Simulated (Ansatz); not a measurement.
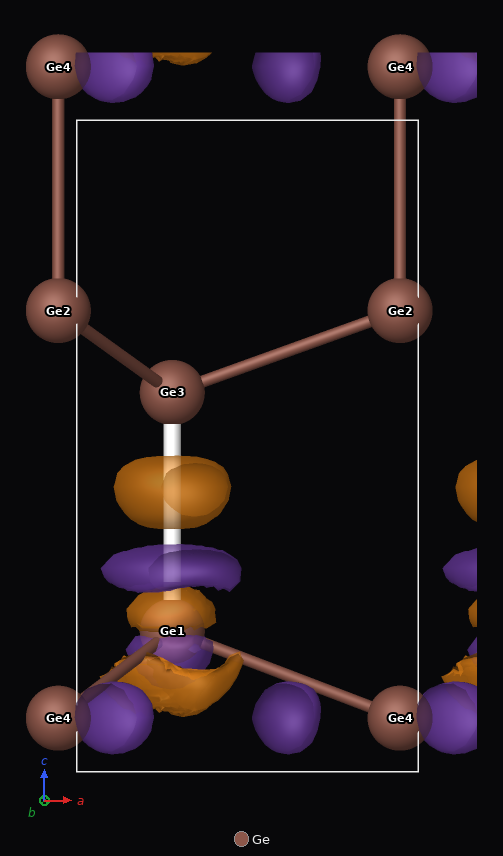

The picture shows: Ge. Ge1 was moved by 0.05 Å along [0 0 1] in the axes of the cell drawn (arrow, not to scale). Change of the density less the rigid motion of the neutral atom's own density: orange surfaces at +0.004 and purple ones at −0.004 e/Å³, in the cell of the calculation (origin moved) seen along the b axis.

Space group P6_3/mmc. This isn't the usual form at ambient conditions. The cell comes from a database of computed structures, not from a measurement.

Level of theory: Ansatz, DFT LDA, scalar-relativistic, plane waves, PAW.

In a PAW calculation such maps are meaningful between the atoms, not at the nuclei.

```
Ge
1.0
     3.99759    0.00000    0.00000
    -1.99879    3.46201    0.00000
     0.00000    0.00000    6.59938
Ge
4
Direct
  0.66667 0.33333 0.07048
  0.33333 0.66667 0.56290
  0.66667 0.33333 0.43710
  0.33333 0.66667 0.93710
```

**How do the electrons respond beyond following the atom?**

About 0.04 e is rearranged in the cell. Outside the cores the largest gain, 0.011 e/Å³, lies 1.1 Å from a germanium nucleus, and the largest loss lies at the edge of the masked core of Ge.

**How much does the computed force on the atom change?**

The force on it changes by 0.63 eV/Å along the move, against it: a stiffness of about 13 eV/Å² for this sublattice shift.

Run times: 23 s (moved atom) and 17 s (base cell), on 2 threads of AMD EPYC 9R45 96-Core Processor (Zen 5), on a shared host.
